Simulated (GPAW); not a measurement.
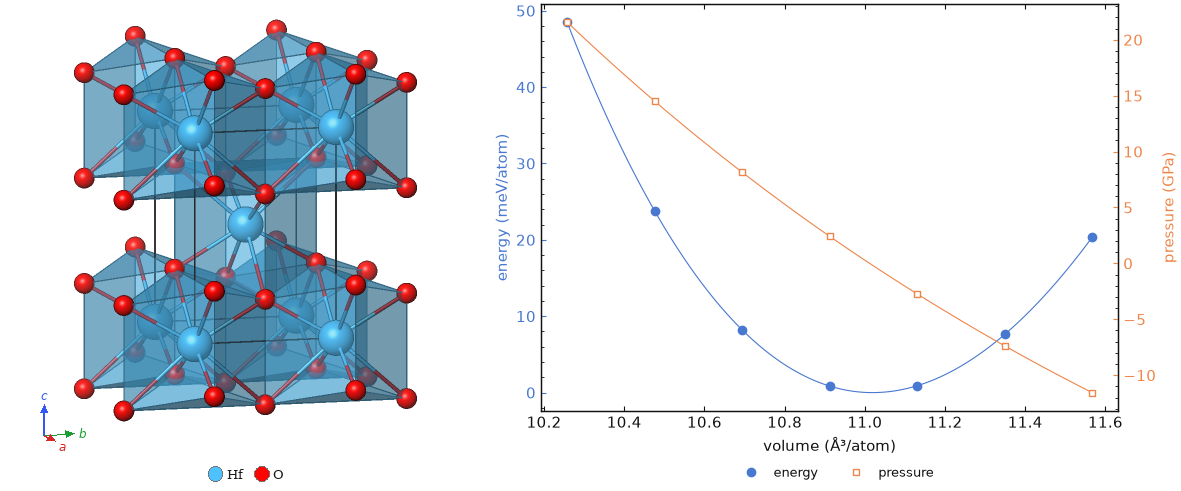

Plotted: energy and pressure against volume for HfO₂, space group P4_2/nmc (No. 137). The conventional cell is drawn beside the plot.

Structure:
```
CELL_PARAMETERS angstrom
3.55802 0.00000 0.00000
0.00000 3.55802 0.00000
0.00000 0.00000 5.17186
ATOMIC_POSITIONS crystal
Hf 0.00000 0.00000 0.00000
Hf 0.50000 0.50000 0.50000
O 0.00000 0.50000 0.19721
O 0.50000 0.00000 0.30279
O 0.50000 0.00000 0.80279
O 0.00000 0.50000 0.69721
```

How it was computed, with GPAW 26.7.0: PAW DFT in plane waves, on a grid or in atomic orbitals, no spin polarisation; energies at scaled volumes of the given cell, shape and fractions fixed, counted from the fit's minimum, third-order Birch-Murnaghan fit. Level: PBEsol.

```tsv
setting	value
k mesh	8×8×5
occupations	Fermi–Dirac
smearing width	0.05 eV
potentials	PAW data sets made by gpaw setup for the functional
wave cutoff	800 eV
program settings	basis pw
```

> How stiff is the solid, and where is its volume at rest?

A third-order Birch–Murnaghan fit gives V0 = 11.02 Å³/atom, B0 = 260 GPa and B′ = 4.3.

> How does the pressure vary with volume?

It falls from 21.58 GPa at volume 10.26 Å³/atom to −11.56 GPa at 11.57 Å³/atom, and changes sign near 11.01 Å³/atom.

Note: shape and atomic fractions are frozen while scaling, which makes layered, chain and framework solids too stiff.
